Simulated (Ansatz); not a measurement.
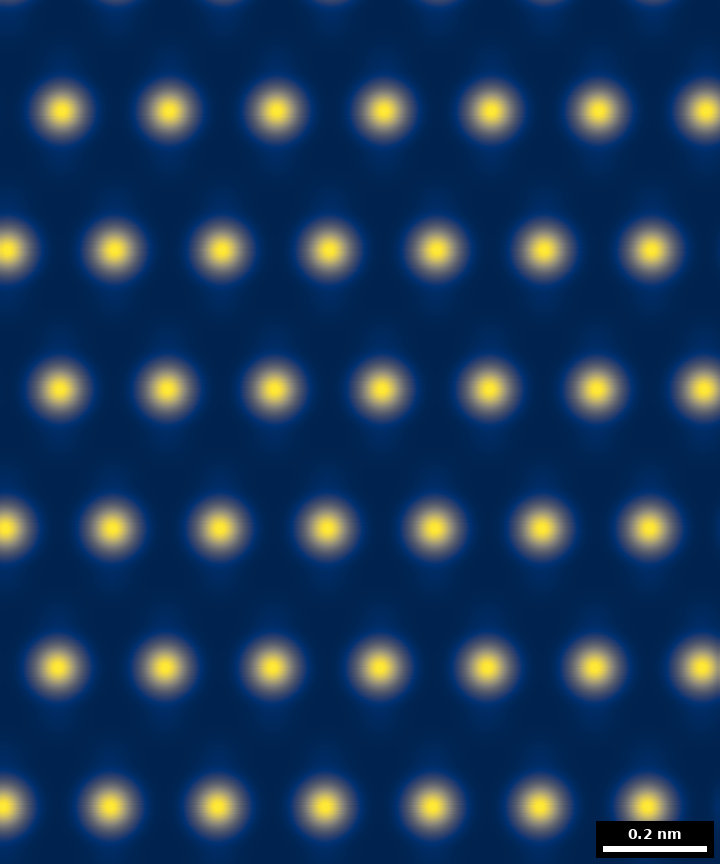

Dark-field STEM-like image of HfN (P6_3/mmc, No. 194) along [201]. Simulated incoherent Z contrast: every atom adds Z^1.8 spread by a probe of 0.59 Å full width; channelling and multiple scattering are left out. The display is stretched by a gamma of 0.65; percentages refer to the linear signal. A slight drift was added. Model: coordinates from a relaxation with Ansatz 0.2.0, DFT PBEsol, scalar-relativistic, plane waves, PAW; the starting structure was generated, so it need not be a known form of this composition.

Describe what the image shows.

The columns repeat on a centred rectangular net of 2.09 × 5.41 Å (plane group c2mm). The brightest columns hold 2 Hf per repeat. The N columns make no clear peak of their own: they are too faint or too near a brighter column. The shortest distance between visible columns is 2.09 Å in projection (between Hf columns). Along the beam the structure repeats every 8.40 Å.

```json
{"column": "Hf", "atoms along the beam per repeat": "2 Hf", "peak brightness": "100 %"}
{"column": "N", "atoms along the beam per repeat": "1 N", "peak brightness": "<5 %"}
```
